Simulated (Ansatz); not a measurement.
```yaml
crystal:
  lattice:
    - [6.65089, 0.00000, 0.00000]
    - [0.00000, 6.65089, 0.00000]
    - [0.00000, 0.00000, 3.84477]
  atoms:
    - { symbol: Si, position: [0.17880, 0.17880, 0.00000] }
    - { symbol: Si, position: [0.67880, 0.67880, 0.50000] }
    - { symbol: Si, position: [0.32120, 0.32120, 0.50000] }
    - { symbol: Si, position: [0.82120, 0.82120, 0.00000] }
    - { symbol: Si, position: [0.82120, 0.17880, 0.00000] }
    - { symbol: Si, position: [0.32120, 0.67880, 0.50000] }
    - { symbol: Si, position: [0.17880, 0.82120, 0.00000] }
    - { symbol: Si, position: [0.67880, 0.32120, 0.50000] }
```

Space group I4/mmm; a structure from a database of computed crystals, not necessarily the ambient phase.

These are results of DFT LDA, scalar-relativistic, plane waves, PAW (Ansatz 0.2.0), not measurements.

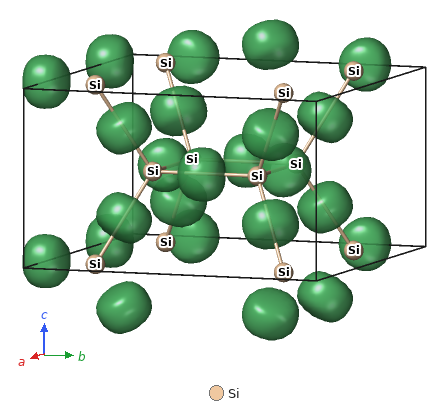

Si. Isosurface of the electron localisation function at 0.85 (green), seen slightly off an axis. Only the valence region is drawn (cores and ρ < 0.01 e/Å³ removed). Sticks mark near contacts.

Describe the localisation domains.

Answer. The ELF exceeds this value in 16 regions between bonded Si–Si atoms (shared pairs), counted in one cell of 8 atoms. Regions shared between cells count once. Profiles from the grid: Si–Si (2.34 Å): the ELF peaks at about 0.95 between the atoms; a shared electron pair.
